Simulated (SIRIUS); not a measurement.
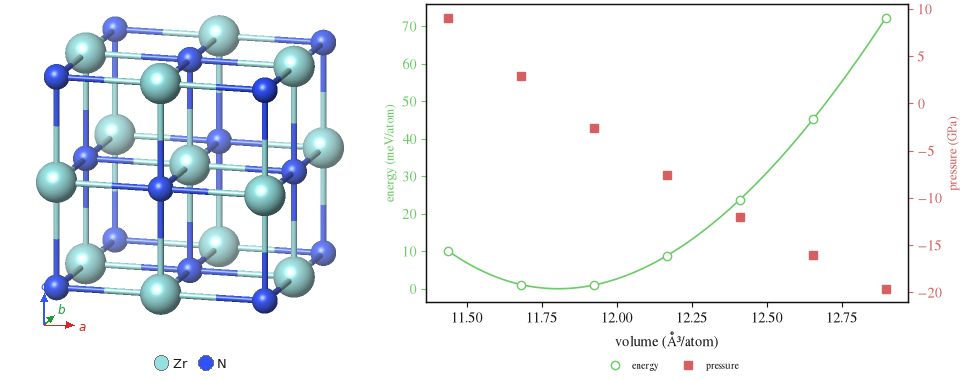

Plotted: energy and pressure against volume for ZrN, space group Fm-3m (No. 225). The conventional cell is drawn beside the plot.

Structure:
```cif
data_structure
_symmetry_space_group_name_H-M 'P 1'
_symmetry_Int_Tables_number 1
_cell_length_a 3.2527
_cell_length_b 3.2527
_cell_length_c 3.2527
_cell_angle_alpha 60.000
_cell_angle_beta 60.000
_cell_angle_gamma 60.000
_cell_volume 24.33
loop_
_atom_site_label
_atom_site_type_symbol
_atom_site_fract_x
_atom_site_fract_y
_atom_site_fract_z
_atom_site_occupancy
Zr1 Zr 0.50000 0.50000 0.50000 1
N1 N 0.00000 0.00000 0.00000 1
```

Method: plane-wave DFT, no spin polarisation; energies at scaled volumes of the given cell, shape and fractions fixed, counted from the fit's minimum, third-order Birch-Murnaghan fit (SIRIUS 7.10.0). Level: PBEsol.

```tsv
setting	value
k mesh	10×10×10
occupations	Fermi–Dirac
smearing width	0.05 eV
potentials	dojo sr pbesol 0.4.1 standard
wave cutoff	1152 eV
density cutoff	4606 eV
```

### How stiff is the solid, and where is its volume at rest?

A third-order Birch–Murnaghan fit gives V0 = 11.80 Å³/atom, B0 = 268 GPa and B′ = 4.3.

### How does the pressure vary with volume?

It falls from 9.08 GPa at volume 11.44 Å³/atom to −19.61 GPa at 12.90 Å³/atom, and changes sign near 11.81 Å³/atom.
